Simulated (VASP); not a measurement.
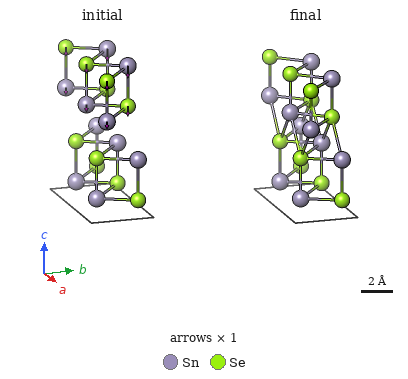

The structure of a slab of composition SnSe before (left) and after (right) a relaxation, at one scale. The purple arrows give the displacements, at their true length.

A ball-and-stick model of the 2 × 1 repeat of the cell, outlined in the plane, without the vacuum, seen slightly off an axis.

The run lets the atoms move in a fixed cell. 4 atoms are held fixed.

Computed with Kohn-Sham DFT of a periodic cell, RPBE with D3(BJ), VASP PAW PBE potentials, recommended in VASP 6.6.1.

Input
```
SYSTEM = SnSe
ALGO = Normal
DIPOL = 0.5 0.5 0.500
EDIFF = 1E-6
EDIFFG = -0.01
ENCUT = 520
GGA = RP
IBRION = 2
IDIPOL = 3
ISIF = 2
ISMEAR = -1
IVDW = 12
LASPH = .True.
LCHARG = .False.
LDIPOL = .True.
LREAL = .False.
LWAVE = .False.
NELM = 80
NSW = 40
PREC = Accurate
SIGMA = 0.05
```

Launched with:
```bash
cat potpaw_PBE.64/Sn_d/POTCAR potpaw_PBE.64/Se/POTCAR > POTCAR
mpirun -np 1 vasp_std > vasp.out
```

Describe what moved and what it gained.

A Sn atom moves most: 0.88 Å along the normal (−c). By element the largest moves are Sn 0.88 Å, Se 0.74 Å. The cell stays as it was. Near-neighbour distances that change, for instance: Se–Sn 3.767 → 3.189 Å, Se–Sn 3.767 → 3.335 Å, Se–Sn 2.762 → 2.620 Å, Se–Sn 2.762 → 2.650 Å. Bond angles that change, for instance: Se–Sn–Se 169.5° → 177.9°, Sn–Se–Sn 169.5° → 177.9°, Sn–Se–Sn 169.5° → 176.8°. After 28 geometry steps the energy has fallen by 0.646 eV per cell of the calculation. The largest force component goes from 0.69 to 0.86 eV/Å.
